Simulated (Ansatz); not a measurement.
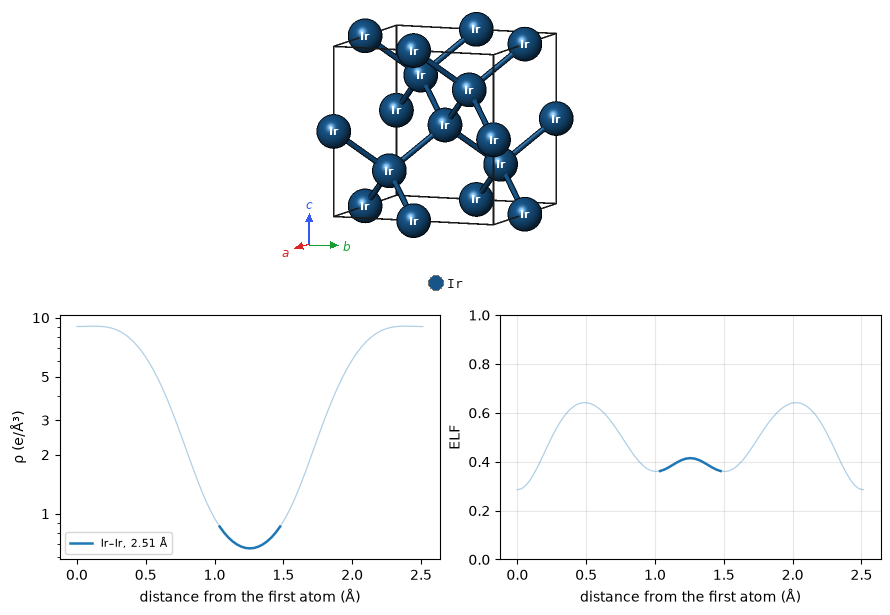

Ir. Valence pseudo-density and electron localisation function along straight lines between neighbouring atoms. Thin, pale parts lie inside the atomic spheres. The structure is drawn too.

Space group Fd-3m; set up as Ir, diamond; a generated structure, not necessarily the stable one; changed on purpose from its base cell (volume × 1.08); computed pressure about −10 GPa in this cell; computed without spin polarisation.

Computed with DFT, BLYP, plane waves (420 eV) with PAW, scalar-relativistic in Ansatz 0.2.0.

The density is the valence pseudo-density of a PAW calculation; it isn't the true density close to the nuclei.

What can be read from the curves?

Ir–Ir (2.51 Å): the density is about 0.67 e/Å³ at the midpoint; the ELF is about 0.40 at the midpoint.
